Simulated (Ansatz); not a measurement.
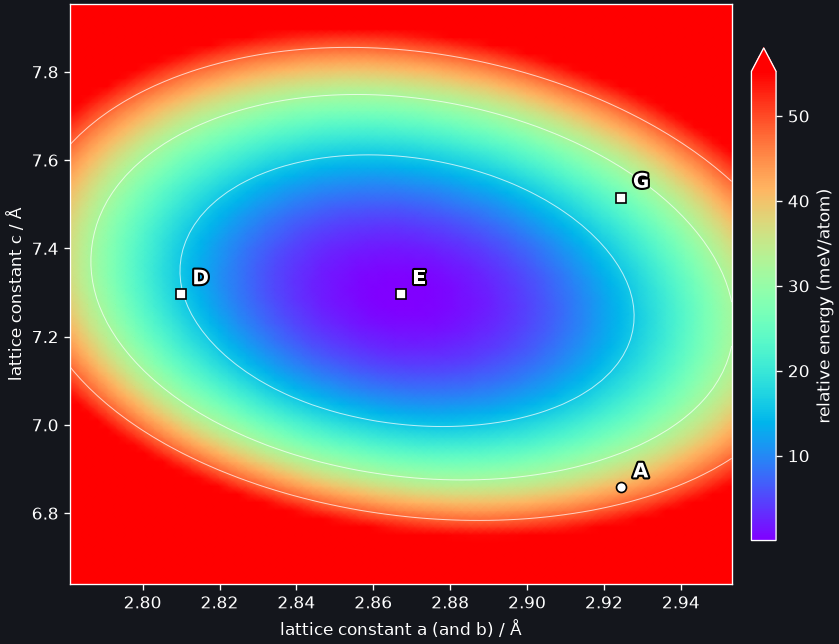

Al2O3 (P-6m2, No. 187; 5 atoms in the cell). The energy is mapped over the lattice constants a and c of the conventional cell. The first coordinate is: lattice constant a (and b); the second: lattice constant c. Nothing is relaxed (fractional coordinates fixed). The grid has 7 × 7 points. Points are written as (first, second). Energies: meV/atom, counted from the lowest grid point. Computed with DFT PBE+D3(BJ), scalar-relativistic, plane waves, PAW in Ansatz. Settings: cutoff 520 eV, k-mesh 9×9×4 in the order of the run's cell vectors, gaussian smearing 0.05 eV, no spin polarisation.

In the figure: a smooth colour map with a few white contour lines, one colour for all values above the top of the scale, lettered points. Between grid points the surface is interpolated.

**Is A the lowest point of the computed grid?**

No. A lies 42 meV/atom above the lowest grid point, which is at (2.867 Å, 7.296 Å).

**What kind of point is each of A, E, G: minimum, saddle, maximum or slope?**

A: on a slope; E: minimum; G: on a slope. (In these two coordinates alone; a stationary point may lie a little off the grid point.)

**Rank the lettered points by energy, lowest first.**

E (0 meV/atom), D (16 meV/atom), G (26 meV/atom), A (42 meV/atom).

PAW datasets: the set soft_1.
